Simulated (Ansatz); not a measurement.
System: SnSe, space group F-43m (No. 216) (cell built by us, not taken from a database).

Structure:
```yaml
crystal:
  lattice:
    - [0.00000, 3.38892, 3.38892]
    - [3.38892, 0.00000, 3.38892]
    - [3.38892, 3.38892, 0.00000]
  atoms:
    - { symbol: Sn, position: [0.00000, 0.00000, 0.00000] }
    - { symbol: Se, position: [0.25000, 0.25000, 0.25000] }
```

Calculation (Ansatz 0.2.0): periodic Kohn-Sham DFT of a crystal at fixed atoms, scaled to the stated factor times the given cell; pressure positive in compression, energy less spherical unpolarised free atoms. Level: PBE.

| setting | value |
| --- | --- |
| method | all-electron LAPW |
| relativity | scalar |
| k mesh | 12×12×12 |
| occupations | Fermi–Dirac |
| smearing width | 0.05 eV |
| basis error target | 1 (meV/atom) |
| nucleus | Gaussian |

V(given) is 38.92 Å³/atom.

What does the calculation give for the energy less free atoms and pressure against V/V(given)? The V/V(given) takes the values 0.941, 0.970, 1.000, 1.030, 1.060.

A third-order Birch–Murnaghan fit gives V0 = 38.93 Å³/atom, B0 = 30.4 GPa and B′ = 3.6. The energy less free atoms is −3.8476 eV/atom at V/V(given) 0.941 and −3.8500 eV/atom at 1.060; the lowest computed point is at V/V(given) 1.000 (−3.8621 eV/atom). The pressure falls from 2.089 GPa at V/V(given) 0.941 to −1.587 GPa at 1.060, and changes sign near 1.000.

| V/V(given) | energy less free atoms (eV/atom) | pressure (GPa) |
| --- | --- | --- |
| 0.941 | −3.8476 | 2.089 |
| 0.970 | −3.8585 | 0.989 |
| 1.000 | −3.8621 | 0.009 |
| 1.030 | −3.8589 | −0.846 |
| 1.060 | −3.8500 | −1.587 |

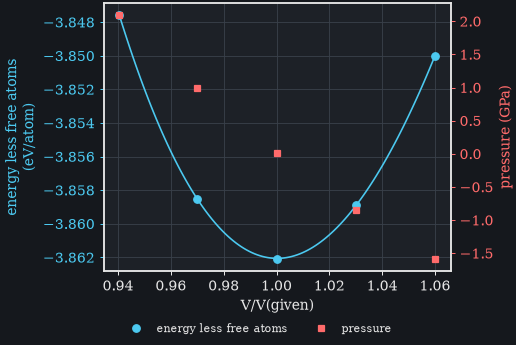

Caveats: small gap, it may come from the mesh.
